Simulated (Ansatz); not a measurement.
**Geometry relaxation of Ti3Al5 (part 1 of 2)**

The run: geometry relaxation of Ti3Al5 (Pmmm, 8 atoms in the cell). Method and program: DFT r2SCAN, scalar-relativistic, plane waves, PAW, no spin polarisation (Ansatz 0.2.0).

The structure derives from a Materials Project entry. Figures and captions count atoms from 1; the log counts them from 0 in places.

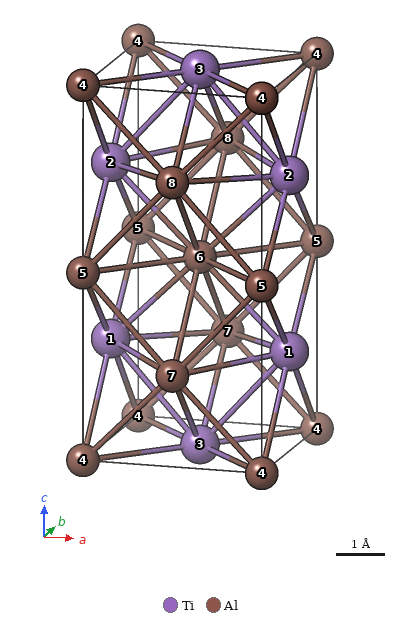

Fig. 1: The structure as given in the input (ball-and-stick view of the cell of the calculation, seen slightly off an axis; atoms are numbered from 1 in the order of the input). An atom can appear more than once, as a periodic image.

### Key numbers

| quantity | value |
| --- | --- |
| outcome | converged |
| space group (tolerance 0.01 Å) | Pmmm (47) |
| electrons treated | 51 |
| free energy | −10218.8246 eV |
| Fermi energy | 10.594 eV |
| gap on the k-point mesh | none (metallic) |
| pressure | 0.00 GPa |
| final volume | 126.67 Å³ |
| largest force (length of the vector) at the end | 0.001 eV/Å |
| final cell | a = 3.902 Å, b = 4.023 Å, c = 8.071 Å, α = 90.00°, β = 90.00°, γ = 90.00° |
| hardware | 2 threads of Oxide Virtual Turin-like (Zen 5), 32 GiB of memory available, shared host |
| wall time | 2.5 min (CPU time 4.9 min) |
| peak memory | 1.1 GiB |

### Input file
```yaml
crystal:
  lattice:
    - [3.90101378, 0.0, 0.0]
    - [0.0, 4.01393894, 0.0]
    - [0.0, 0.0, 8.0832905]
  atoms:
    - { symbol: Ti, position: [0.0, 0.5, 0.26506523] }
    - { symbol: Ti, position: [0.0, 0.5, 0.73493477] }
    - { symbol: Ti, position: [0.5, 0.5, 0.0] }
    - { symbol: Al, position: [0.0, 0.0, 0.0] }
    - { symbol: Al, position: [0.0, 0.0, 0.5] }
    - { symbol: Al, position: [0.5, 0.5, 0.5] }
    - { symbol: Al, position: [0.5, 0.0, 0.24223368] }
    - { symbol: Al, position: [0.5, 0.0, 0.75776632] }
basis:
  ecutwfc: 500
kpoints:
  mp_grid: { grid: [10, 10, 6] }
hamiltonian:
  xc: r2scan
scf:
  occupations: { method: gaussian, width: 0.1 }
output:
  forces: true
  stress: true
  eigenvalues: true
  write_density: true
  write_potential: true
  elf: true
  volumetric_format: npy
relax:
  adjacent_minimum: "off"
  f_tol: 0.005
  max_steps: 80
  cell: { stress_tol: 0.05 }
```

Command:
```bash
ansatz run input.yaml --threads 2 --pin off --max-ram 5120MiB --backend cpu --events-out ev --progress --plain --runs-dir out
```

### Log
```
Engine: ansatz 0.2.0, x86_64-unknown-linux-gnu
Pseudopotentials: kind: paw
Pseudopotential: Ti, paw, valence charge 12, recommended cutoff 500 eV (meta_gga), Ti.paw.azcp
Pseudopotential: Al, paw, valence charge 3, recommended cutoff 500 eV (meta_gga), Al.paw.azcp
Functional definition: r2SCAN
  parameter k0 = 0.174
  parameter k1 = 0.065
  parameter a1 = 4.9479
  exchange = r2scan_x(k0 = k0, k1 = k1, a1 = a1)
  correlation = r2scan_c
Crystal: 8 atoms, lattice volume = 126.572 Å³
Basis set: ecut = 500 eV, 3201 PW (Γ), exchange–correlation on 120×120×240 points (64 copies of the dense FFT grid, shifted against one another)
Bands: 34, of which v1, the nominal top of the filled ones, is band 26 counted from 1 (25 counted from 0)
Symmetry: 8 space group operations
Space group: Pmmm (ITA 47), of the structure as read, at distance tolerance 5.0e-5 Å
k-points: 144 of 600
Non-local potential: Ti, projectors of the file, l = 0: 3, l = 1: 2, l = 2: 3, l = 3: 1
Non-local potential: Al, projectors of the file, l = 0: 2, l = 1: 2, l = 2: 1
PAW form: soft (Blöchl's): semilocal exchange-correlation on the pseudo side does not see the compensation charge
PAW frozen core: Ti, regenerated for the run's functional (the file was generated under x = pbe(κ = 0.804, μ = 0.2195149727645171), c = pbe(β = 0.06672455060314922))
PAW frozen core: Al, regenerated for the run's functional (the file was generated under x = pbe(κ = 0.804, μ = 0.2195149727645171), c = pbe(β = 0.06672455060314922))
PAW one-centre angular grid: Ti, 590 points (default); XC on 160 Gauss nodes
PAW one-centre angular grid: Al, 302 points (default); XC on 160 Gauss nodes
Initial density: superposition of atomic densities (neutral atoms: chi_scale 0, normalization atom), corrected by the library's trained network
Initial wavefunctions: pseudopotential atomic-orbital guess
Functional: x = r2scan, c = r2scan; τ floored in thin density (d = 2e-4 eV/Å³)
SCF iter   1: F=—  HF=-10218.724086 eV  |F-HF|=—  |Δ(HF+E_count)|=         —  Δρ=1.20e-2  dr2=2.47e-1  dr2_τ=6.83e-2  ethr=1.77e-3  ⟨swp⟩=6.6  Hψ=22844  notcnv=0
preconditioner: auto → Kerker (q_TF=auto, 2.345 Å⁻¹)  [metal: Δε(μ)=0.002 eV  Ē_g=5.054 eV  σ=0.100 eV  W_gap=0.01  n_scr=30 (ndim 8)  ℏωp=17.2 eV  f_vac=0.000  D(μ)=4.21/eV (n_scr^D=38)]
SCF iter   2: F=—  HF=-10218.832375 eV  |F-HF|=—  |Δ(HF+E_count)|=   1.08e-1  Δρ=7.03e-3  dr2=9.03e-2  dr2_τ=7.97e-3  ethr=4.84e-4  ⟨swp⟩=2.6  Hψ=10415  notcnv=0  defer=276
SCF iter   3: F=—  HF=-10218.826897 eV  |F-HF|=—  |Δ(HF+E_count)|=   5.48e-3  Δρ=3.63e-3  dr2=4.10e-2  dr2_τ=1.10e-3  ethr=1.77e-4  ⟨swp⟩=2.1  Hψ=6516  notcnv=0  defer=276
SCF iter   4: F=—  HF=-10218.825029 eV  |F-HF|=—  |Δ(HF+E_count)|=   1.87e-3  Δρ=1.83e-3  dr2=6.71e-3  dr2_τ=1.92e-4  ethr=8.04e-5  ⟨swp⟩=1.8  Hψ=4867  notcnv=0  defer=276
SCF iter   5: F=—  HF=-10218.824262 eV  |F-HF|=—  |Δ(HF+E_count)|=   7.66e-4  Δρ=4.54e-4  dr2=5.16e-4  dr2_τ=6.17e-6  ethr=1.32e-5  ⟨swp⟩=2.4  Hψ=6612  notcnv=0  defer=276
SCF iter   6: F=—  HF=-10218.824174 eV  |F-HF|=—  |Δ(HF+E_count)|=   8.83e-5  Δρ=1.31e-4  dr2=5.32e-5  dr2_τ=1.14e-6  ethr=1.01e-6  ⟨swp⟩=2.1  Hψ=6279  notcnv=0  defer=276
SCF iter   7: F=—  HF=-10218.824167 eV  |F-HF|=—  |Δ(HF+E_count)|=   6.41e-6  Δρ=1.95e-5  dr2=4.57e-7  dr2_τ=1.12e-8  ethr=1.04e-7  ⟨swp⟩=2.1  Hψ=5554  notcnv=0  defer=275
SCF iter   8: F=-10218.824168 eV  HF=-10218.824168 eV  |F-HF|=1.44e-8  |Δ(HF+E_count)|=   3.71e-7  Δρ=4.83e-6  dr2=3.63e-8  dr2_τ=1.33e-9  ethr=1.96e-10  ⟨swp⟩=13.2  Hψ=31781  notcnv=0
SCF 1 converged in 8 iterations: F = -10218.824168 eV  dr2 = 3.63e-8
  greatest PAW one-centre occupation: 1.001 electrons in one spin orbital (limit 2), on the Ti atom at site 2 (counted from 0), in its partial waves of l = 1
relax step   1: F+E_penalty+E_count = -10218.82416778 eV  Δ(F+E_penalty+E_count) = +0.000e0 eV  max|allowed force component| = 1.158e-2 eV/Å  Δτ_max = 0.0000 Å  P = +0.083 GPa  Ω = 126.572 Å³  (8 SCF iters, dr2 threshold 1.00e-7 eV, accepted)
Crystal: 8 atoms, lattice volume = 126.680 Å³
Basis set: ecut = 500 eV, 3193 PW (Γ), exchange–correlation on 120×120×240 points (64 copies of the dense FFT grid, shifted against one another)
Initial density: handed on by an earlier stage of this run
Initial wavefunctions: those handed on with the density
iter 1 solved again at ethr=8.19e-7 eV; its pass at ethr=3.10e-3 eV (dr2=4.17e-4 eV) is discarded
SCF iter   1: F=—  HF=-10218.823541 eV  |F-HF|=—  |Δ(HF+E_count)|=         —  Δρ=4.53e-4  dr2=4.27e-4  dr2_τ=1.17e-3  ethr=8.19e-7  ⟨swp⟩=2.1  Hψ=23908  notcnv=0
preconditioner: auto → Kerker (q_TF=auto, 2.344 Å⁻¹)  [metal: Δε(μ)=0.016 eV  Ē_g=4.986 eV  σ=0.100 eV  W_gap=0.09  n_scr=30 (ndim 8)  ℏωp=17.1 eV  f_vac=0.000  D(μ)=4.31/eV (n_scr^D=38)]
SCF iter   2: F=—  HF=-10218.824487 eV  |F-HF|=—  |Δ(HF+E_count)|=   9.46e-4  Δρ=2.91e-4  dr2=1.20e-4  dr2_τ=9.43e-6  ethr=8.19e-7  ⟨swp⟩=2.0  Hψ=8127  notcnv=0
SCF iter   3: F=—  HF=-10218.824486 eV  |F-HF|=—  |Δ(HF+E_count)|=   1.20e-6  Δρ=1.84e-4  dr2=1.06e-4  dr2_τ=3.09e-6  ethr=2.36e-7  ⟨swp⟩=2.0  Hψ=5836  notcnv=0
SCF iter   4: F=—  HF=-10218.824482 eV  |F-HF|=—  |Δ(HF+E_count)|=   3.88e-6  Δρ=4.59e-5  dr2=6.05e-6  dr2_τ=2.11e-7  ethr=2.07e-7  ⟨swp⟩=1.8  Hψ=5059  notcnv=0
SCF iter   5: F=-10218.824482 eV  HF=-10218.824482 eV  |F-HF|=6.05e-8  |Δ(HF+E_count)|=   6.49e-8  Δρ=1.65e-5  dr2=2.34e-7  dr2_τ=1.79e-8  ethr=5.53e-10  ⟨swp⟩=6.9  Hψ=29115  notcnv=0
SCF 2 converged in 5 iterations: F = -10218.824482 eV  dr2 = 2.34e-7
relax step   2: F+E_penalty+E_count = -10218.82448180 eV  Δ(F+E_penalty+E_count) = -3.140e-4 eV  max|allowed force component| = 7.807e-3 eV/Å  Δτ_max = 0.0026 Å  P = -0.015 GPa  Ω = 126.680 Å³  energy of the carried Pulay correction = -2.695e-5 eV  (5 SCF iters, dr2 threshold 2.82e-7 eV, accepted)
Crystal: 8 atoms, lattice volume = 126.669 Å³
iter 1 solved again at ethr=1.28e-7 eV; its pass at ethr=3.10e-3 eV (dr2=6.51e-5 eV) is discarded
SCF iter   1: F=—  HF=-10218.824445 eV  |F-HF|=—  |Δ(HF+E_count)|=         —  Δρ=1.73e-4  dr2=6.54e-5  dr2_τ=1.63e-4  ethr=1.28e-7  ⟨swp⟩=2.0  Hψ=23464  notcnv=0
preconditioner: auto → Kerker (q_TF=auto, 2.344 Å⁻¹)  [metal: Δε(μ)=0.017 eV  Ē_g=4.986 eV  σ=0.100 eV  W_gap=0.09  n_scr=30 (ndim 8)  ℏωp=17.1 eV  f_vac=0.000  D(μ)=4.37/eV (n_scr^D=38)]
SCF iter   2: F=—  HF=-10218.824574 eV  |F-HF|=—  |Δ(HF+E_count)|=   1.29e-4  Δρ=1.12e-4  dr2=1.76e-5  dr2_τ=1.51e-6  ethr=1.28e-7  ⟨swp⟩=2.0  Hψ=7800  notcnv=0
SCF iter   3: F=—  HF=-10218.824564 eV  |F-HF|=—  |Δ(HF+E_count)|=   1.01e-5  Δρ=6.57e-5  dr2=1.36e-5  dr2_τ=3.88e-7  ethr=3.44e-8  ⟨swp⟩=2.0  Hψ=5840  notcnv=0
SCF iter   4: F=—  HF=-10218.824563 eV  |F-HF|=—  |Δ(HF+E_count)|=   4.04e-7  Δρ=2.14e-5  dr2=1.64e-6  dr2_τ=2.33e-8  ethr=2.66e-8  ⟨swp⟩=1.2  Hψ=4935  notcnv=0
SCF iter   5: F=—  HF=-10218.824563 eV  |F-HF|=—  |Δ(HF+E_count)|=   3.20e-8  Δρ=4.95e-6  dr2=8.42e-8  dr2_τ=2.19e-9  ethr=3.21e-9  ⟨swp⟩=1.8  Hψ=5524  notcnv=0
SCF iter   6: F=-10218.824563 eV  HF=-10218.824563 eV  |F-HF|=2.29e-9  |Δ(HF+E_count)|=   8.05e-9  Δρ=2.39e-6  dr2=6.16e-9  dr2_τ=6.40e-10  ethr=6.09e-11  ⟨swp⟩=7.2  Hψ=23601  notcnv=0
SCF 3 converged in 6 iterations: F = -10218.824563 eV  dr2 = 6.16e-9
relax step   3: F+E_penalty+E_count = -10218.82456309 eV  Δ(F+E_penalty+E_count) = -8.129e-5 eV  max|allowed force component| = 5.777e-4 eV/Å  Δτ_max = 0.0011 Å  P = -0.004 GPa  Ω = 126.669 Å³  energy of the carried Pulay correction = -2.415e-5 eV  (6 SCF iters, dr2 threshold 3.10e-8 eV, accepted)
Initial wavefunctions: pseudopotential atomic-orbital guess (no wavefunctions were taken with the density)
iter 1 solved again at ethr=3.69e-7 eV; its pass at ethr=3.10e-3 eV (dr2=1.88e-4 eV) is discarded
SCF iter   1: F=—  HF=-10218.824587 eV  |F-HF|=—  |Δ(HF+E_count)|=         —  Δρ=2.46e-5  dr2=2.08e-8  dr2_τ=3.18e-8  ethr=3.69e-7  ⟨swp⟩=2.9  Hψ=33766  notcnv=0
eigensolver tolerance schedule: the retry pair's looser diagonalisation over-reported the residual by 9059.58 of it (diagonalisation noise at an unbounded share of the residual, at the tolerance the schedule requests for it); recorded, not acted on — ethr = c·dr2/N_el stays at c = 1.0e-1
preconditioner: auto → Kerker (q_TF=auto, 2.344 Å⁻¹)  [metal: Δε(μ)=0.017 eV  Ē_g=4.986 eV  σ=0.100 eV  W_gap=0.09  n_scr=30 (ndim 8)  ℏωp=17.1 eV  f_vac=0.000  D(μ)=4.36/eV (n_scr^D=38)]
SCF iter   2: F=—  HF=-10218.824593 eV  |F-HF|=—  |Δ(HF+E_count)|=   6.04e-6  Δρ=1.25e-5  dr2=5.82e-9  dr2_τ=3.61e-8  ethr=4.08e-11  ⟨swp⟩=2.8  Hψ=8340  notcnv=0
SCF iter   3: F=—  HF=-10218.824593 eV  |F-HF|=—  |Δ(HF+E_count)|=   6.54e-7  Δρ=1.51e-6  dr2=5.66e-9  dr2_τ=2.63e-10  ethr=1.14e-11  ⟨swp⟩=2.0  Hψ=8172  notcnv=0
SCF iter   4: F=—  HF=-10218.824593 eV  |F-HF|=—  |Δ(HF+E_count)|=  4.38e-10  Δρ=4.82e-7  dr2=3.36e-10  dr2_τ=2.53e-11  ethr=1.11e-11  ⟨swp⟩=2.0  Hψ=5345  notcnv=0
SCF iter   5: F=—  HF=-10218.824593 eV  |F-HF|=—  |Δ(HF+E_count)|=  6.37e-11  Δρ=3.35e-7  dr2=1.49e-10  dr2_τ=1.56e-11  ethr=1.00e-12  ⟨swp⟩=2.2  Hψ=6597  notcnv=0
SCF iter   6: F=-10218.824593 eV  HF=-10218.824593 eV  |F-HF|=1.09e-11  |Δ(HF+E_count)|=  1.26e-10  Δρ=1.34e-7  dr2=2.28e-11  dr2_τ=1.25e-12  ethr=1.00e-12  ⟨swp⟩=5.4  Hψ=19237  notcnv=0
SCF 4 converged in 6 iterations: F = -10218.824593 eV  dr2 = 2.28e-11
relax step   4: F+E_penalty+E_count = -10218.82459329 eV  Δ(F+E_penalty+E_count) = -3.020e-5 eV  max|allowed force component| = 5.865e-4 eV/Å  Δτ_max = 0.0000 Å  P = -0.004 GPa  Ω = 126.669 Å³  stress off target by 6.03e-3 GPa  SCF on the basis re-selected at this cell (its energy is not comparable with the rows above)  (6 SCF iters)
```

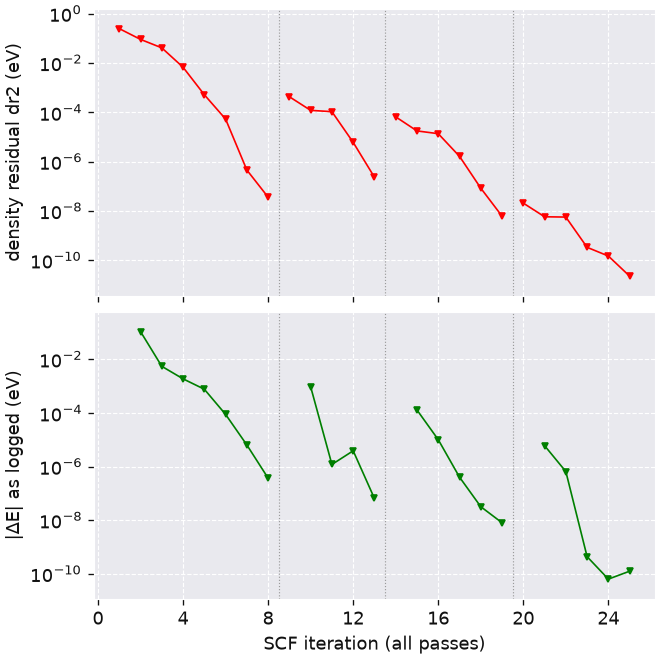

Fig. 2: Convergence of the self-consistent field: density residual dr2 and size of the energy change against the SCF iteration. The dotted lines part the SCF passes of the relaxation: geometry steps, rejected trials and re-solves on a re-selected basis. The passes take 8, 5, 6 and 6 iterations.

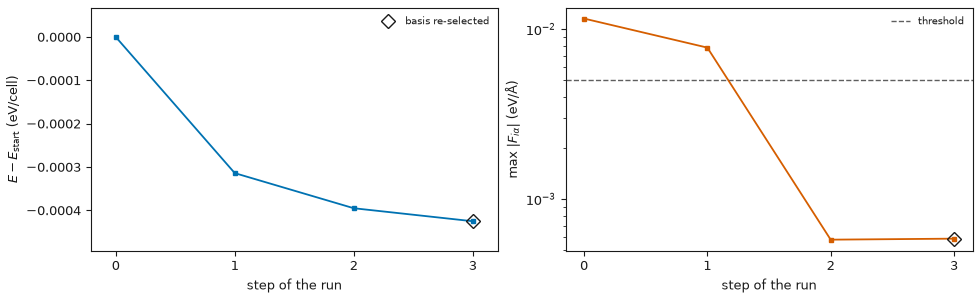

Fig. 3: Progress of the relaxation, step by step (the first geometry is step 0 here and step 1 in the log). No atom moves by more than 0.005 Å relative to the cell. After 2 geometry steps the energy has fallen by 0.4 meV per cell of the calculation. Largest force component: 0.012 eV/Å at the start, 0.00059 eV/Å at the end. Pressure: 0.08 GPa at the start and 0.00 GPa at the end. A last SCF at the same geometry on a re-selected plane-wave basis shifts the energy by next to nothing (0.0 meV per cell of the calculation).
